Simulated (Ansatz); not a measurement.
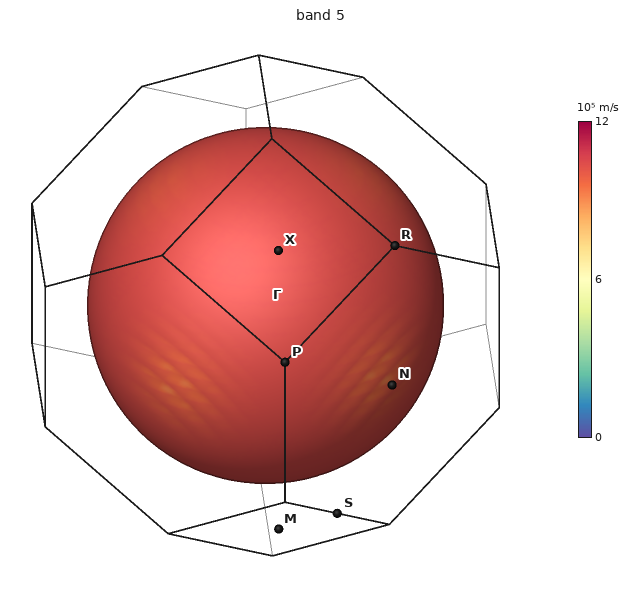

Fermi surface of Na (I4/mmm), coloured by the Fermi speed.

Theory: DFT PBE, scalar-relativistic, plane waves, PAW; levels and slopes on a dense k mesh at the converged density in Ansatz 0.2.0. No spin polarisation. The levels come from a k mesh of 24×24×24 points. Unrelaxed database geometry. The cell comes from a database of computed structures, not from a measurement.

Question: How fast are the electrons on each sheet?

Answer: Band 5: 10 to 10 × 10⁵ m/s over most of the sheet, 10 × 10⁵ m/s on average over states.
